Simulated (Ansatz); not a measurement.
## Run report: GaP, geometry relaxation (part 2 of 2)

Continued. System: GaP (2 atoms in the cell). Method: DFT, PBEsol, plane waves, PAW, no spin polarisation (Ansatz 0.2.0); cutoff 420 eV, 8×8×8 k-mesh, Fermi–Dirac smearing of 0.02 eV. The structure was built on a prototype by a generator. The geometry comes from this level: PBE.

Geometry of the input (Å; fractional positions):
```
0.0000  2.7530  2.7530
2.7530  0.0000  2.7530
2.7530  2.7530  0.0000
Ga 0.0000  0.0000  0.0000
P  0.2500  0.2500  0.2500
```

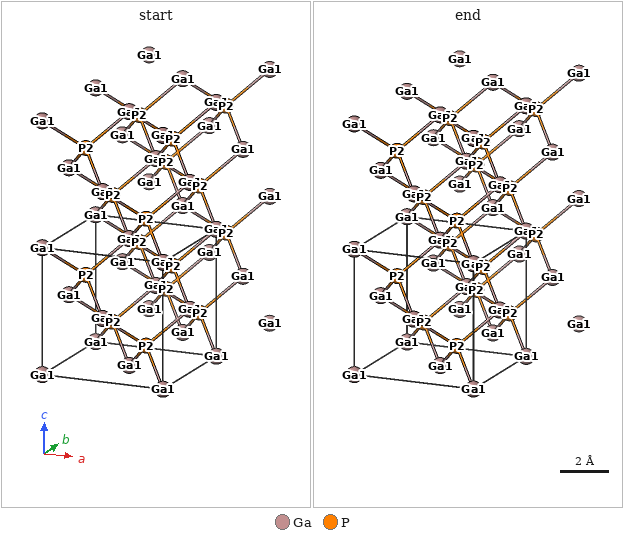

Before (left) and after (right) the relaxation, at one scale (ball-and-stick view of the cell 4 times as large as that of the calculation, set on its symmetry axes, repeated 1 × 2 × 2, seen slightly off an axis). No atom moves by more than 0.005 Å relative to the cell. Cell: a = b = c 5.506 → 5.439 Å (−1.2 %). Volume −3.6 %. Among the contacts that change: Ga1–P2 2.384 → 2.355 Å. The space group stays F-43m (No. 216). Over 3 geometry steps the energy falls by 7.3 meV per atom. All forces vanish by symmetry, so only the cell relaxes. The pressure goes from −2.90 to 0.00 GPa. A last SCF at the same geometry on a re-selected plane-wave basis shifts the energy by +0.2 meV per atom. (Atoms are counted from 1 in the order of the input.)

```
basis re-selected at this cell: Δ(F+E_penalty+E_count) = +3.481e-4 eV, ΔP = -0.003 GPa vs the last step (what re-selecting the basis moved, of the pressure what is left beyond the Pulay correction that the steps carried, after the strain that the cell walked since its last selection, with what the two solves' SCF thresholds leave and, on support functions, any second-order correction that the steps lacked; it is no measure of the basis error at this ecutwfc). This SCF's stress stands 4.46e-3 GPa from its target on what of the cell is left free (relax.cell.stress_tol is 5.00e-2 GPa) and its largest allowed force component is 2.66e-17 eV/Å (relax.f_tol is 5.00e-3 eV/Å): within both
SCF converged after 5 iterations
Free energy (F): -4484.054763 eV
Harris-Foulkes:  -4484.054763 eV  (|F-HF|=1.27e-11)
Internal energy: -4484.054763 eV  (E = F + TS)
E sigma→0 (E₀):  -4484.054763 eV
Fermi energy:    7.820587 eV
--- Per-component energies (eV) ---
  E_band       = -59.101709
  E_kinetic    = 186.295753
  E_local      = -2197.348069  (includes V_loc(G=0)·N_el)
  E_nonlocal   = 460.094807
  E_hartree    = 1014.913326
  E_xc         = -129.759798
  E_vxc        = -119.125511  (∫ρ·V_xc dr)
  E_paw        = -2503.634841  (= ΣΔE_a)
  E_vpaw       = -418.845173  (= ΣTr[D̂ρ^β])
  E_aug_tail   = -0.000101  (compensation charges beyond the density's cutoff)
  E_ewald      = -1315.524914
  E_core_change = 0.909074  (= ΣΔE_core)
  E_smearing   = -0.000000  (= −TS)
  E_closure    = 0.000000  (closes the sum)
  Σ components = -4484.054763   (vs F -4484.054763, Δ=0.00e0)
--- Forces (eV/Å), atoms counted from 1 ---
  atom   1  Ga    -0.00000000     0.00000000    -0.00000000
  atom   2  P     -0.00000000    -0.00000000     0.00000000
  max |Σ_I F_I| component: 3.47e-17 eV/Å
--- Stress (GPa, compression-positive) ---
       -0.004458      -0.000000      -0.000000
       -0.000000      -0.004458       0.000000
       -0.000000       0.000000      -0.004458
  P = ⅓ Tr σ = -0.0045 GPa (-0.045 kbar)
--- Band table (eV; the first three rows and the last of 29) ---
  k-point 0: bands = ["-7.4873", "-7.4873", "-7.4873", "-7.3853", "-7.3853", "-5.4916", "7.0785", "7.0785", "7.0785", "8.8760", "10.8944", "10.8944", "10.8944"]
  k-point 1: bands = ["-7.5016", "-7.4825", "-7.4825", "-7.3853", "-7.3853", "-5.2864", "5.4245", "6.8425", "6.8425", "9.4922", "11.2500", "11.2500", "11.4802"]
  k-point 2: bands = ["-7.5327", "-7.4722", "-7.4722", "-7.3840", "-7.3840", "-4.7044", "3.1507", "6.4014", "6.4014", "9.1726", "11.7567", "11.7567", "13.3617"]
  k-point 28: bands = ["-7.5878", "-7.4479", "-7.4260", "-7.4012", "-7.3764", "-2.3666", "0.4564", "3.4197", "3.5702", "11.6757", "11.9311", "13.0980", "13.1063"]
--- Relaxed structure (4 steps of the walk, 4 accepted, 1 SCFs on fresh bases) ---
  F+E_penalty+E_count = -4484.05476279 eV   max|allowed force component| = 2.660e-17 eV/Å   (the final SCF, on the basis selected at the relaxed cell)
  cell:  # Å, volume = 40.2155 Å³
    - [-1.2738430082238971e-33, 2.719283835867696, 2.719283835867696]
    - [2.719283835867696, 5.350140634540369e-33, 2.719283835867696]
    - [2.719283835867696, 2.719283835867696, 4.534881109277074e-33]
  atoms:
    - { symbol: Ga, position: [-1.1994778183540993e-33, 1.2752649952124385e-33, 1.0333290075492789e-33] }
    - { symbol: P, position: [0.25000000000000006, 0.25000000000000006, 0.25000000000000006] }
```

## File rho_z.tsv
```
# z_ang	rho[e/angstrom^3]
# format = ansatz-planar-average/11
# lattice	-0.000000000	2.719283836	2.719283836
# lattice	2.719283836	0.000000000	2.719283836
# lattice	2.719283836	2.719283836	0.000000000
# sites	2
# site	31	0.000000000	-0.000000000	0.000000000
# site	15	1.359641918	1.359641918	1.359641918
0.000000	1.508667e0
0.142431	1.379335e0
0.284863	1.046940e0
0.427294	7.282074e-1
0.569726	5.253868e-1
0.712157	4.178315e-1
0.854588	3.570591e-1
0.997020	3.151706e-1
1.139451	2.836553e-1
1.281883	2.600151e-1
1.424314	2.411216e-1
1.566746	2.226935e-1
1.709177	2.016132e-1
1.851608	1.783354e-1
1.994040	1.555004e-1
2.136471	1.360588e-1
2.278903	1.218818e-1
2.421334	1.135066e-1
2.563765	1.115685e-1
2.706197	1.171579e-1
2.848628	1.326826e-1
2.991060	1.630681e-1
3.133491	2.208620e-1
3.275922	3.380441e-1
3.418354	5.662205e-1
3.560785	9.269455e-1
3.703217	1.315360e0
```

## Trajectory as extended XYZ (Å, eV, eV/Å), 5 frames, from step=1 to step=5
```
2
Lattice="0.0000 2.7530 2.7530 2.7530 0.0000 2.7530 2.7530 2.7530 0.0000" Properties=species:S:1:pos:R:3:forces:R:3 step=1 energy=-4484.04057 pressure_GPa=-2.90
Ga    0.0000    0.0000    0.0000    0.0000   0.0000   0.0000
P     1.3765    1.3765    1.3765    0.0000   0.0000   0.0000
2
Lattice="0.0000 2.7287 2.7287 2.7287 0.0000 2.7287 2.7287 2.7287 0.0000" Properties=species:S:1:pos:R:3:forces:R:3 step=2 energy=-4484.05387 pressure_GPa=-0.86
Ga    0.0000    0.0000    0.0000    0.0000   0.0000   0.0000
P     1.3644    1.3644    1.3644    0.0000   0.0000   0.0000
2
Lattice="0.0000 2.7186 2.7186 2.7186 0.0000 2.7186 2.7186 2.7186 0.0000" Properties=species:S:1:pos:R:3:forces:R:3 step=3 energy=-4484.05511 pressure_GPa=0.06
Ga    0.0000    0.0000    0.0000    0.0000   0.0000   0.0000
P     1.3593    1.3593    1.3593    0.0000   0.0000   0.0000
2
Lattice="0.0000 2.7193 2.7193 2.7193 0.0000 2.7193 2.7193 2.7193 0.0000" Properties=species:S:1:pos:R:3:forces:R:3 step=4 energy=-4484.05511 pressure_GPa=-0.00
Ga    0.0000    0.0000    0.0000    0.0000   0.0000   0.0000
P     1.3596    1.3596    1.3596    0.0000   0.0000   0.0000
2
Lattice="0.0000 2.7193 2.7193 2.7193 0.0000 2.7193 2.7193 2.7193 0.0000" Properties=species:S:1:pos:R:3:forces:R:3 step=5 energy=-4484.05476 pressure_GPa=-0.00
Ga    0.0000    0.0000    0.0000    0.0000   0.0000   0.0000
P     1.3596    1.3596    1.3596    0.0000   0.0000   0.0000
```

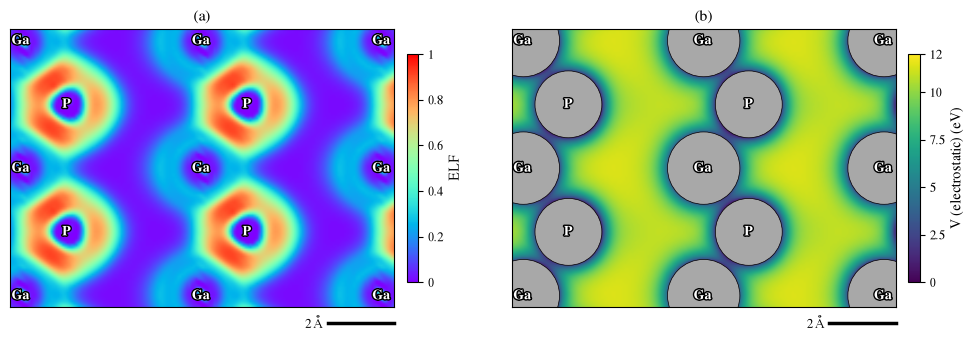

(a) electron localisation function; (b) electrostatic potential (local pseudopotential plus Hartree) felt by an electron on the (011) plane of the conventional cell. Grey discs, where drawn, cover atomic cores. The section cuts through Ga and P sites. Ga–P (2.35 Å): the ELF is about 0.75 at the midpoint. The strong features right at Ga lie inside the PAW spheres (semicore, d or f shells) and say nothing about bonding. Outside the cores the potential energy rises away from the atoms and is highest about 2.3 Å from the nearest atoms; outside the discs it spans about 11 eV, and its zero is arbitrary. Core electrons are frozen (PAW), so the fields are smoothed inside the atomic spheres.

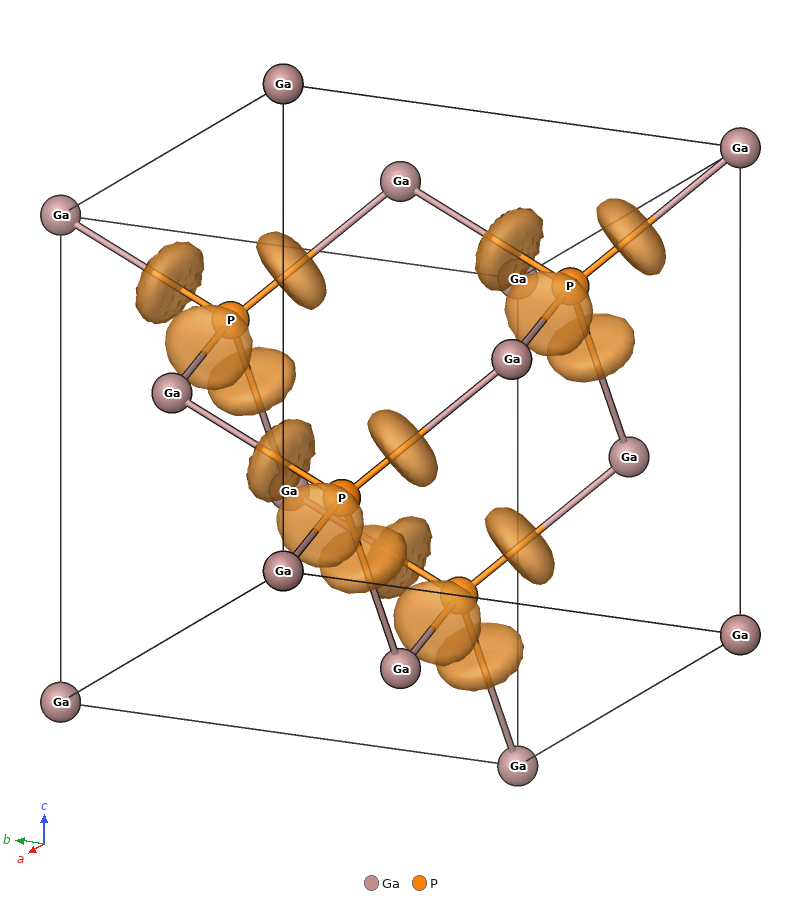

Isosurface of the ELF at 0.85 (orange), seen at an oblique angle. Core shells and regions of very low density are left out. Sticks mark near contacts. The outline is the cell set on symmetry axes. The ELF exceeds this value in 16 lobes of the valence shell of P pointing towards Ga, counted in one cell of 8 atoms.  Values along the shortest contacts: Ga–P (2.35 Å): the ELF is about 0.75 at the midpoint.

## Key numbers

```json
{"quantity": "outcome", "value": "converged"}
{"quantity": "space group (tolerance 0.01 Å)", "value": "F-43m (216)"}
{"quantity": "electrons treated", "value": "18"}
{"quantity": "free energy", "value": "−4484.0548 eV"}
{"quantity": "Fermi energy", "value": "7.821 eV"}
{"quantity": "gap on the k-point mesh", "value": "1.50 eV"}
{"quantity": "pressure", "value": "0.00 GPa"}
{"quantity": "final volume", "value": "40.22 Å³"}
{"quantity": "largest force (length of the vector) at the end", "value": "under 0.001 eV/Å"}
{"quantity": "final cell", "value": "a = 3.846 Å, b = 3.846 Å, c = 3.846 Å, α = 60.00°, β = 60.00°, γ = 60.00°"}
{"quantity": "hardware", "value": "4 threads of Intel Xeon (Sapphire Rapids), 64 GiB of memory available, shared host"}
{"quantity": "wall time", "value": "3.8 s (CPU time 12 s)"}
{"quantity": "peak memory", "value": "0.47 GiB"}
```
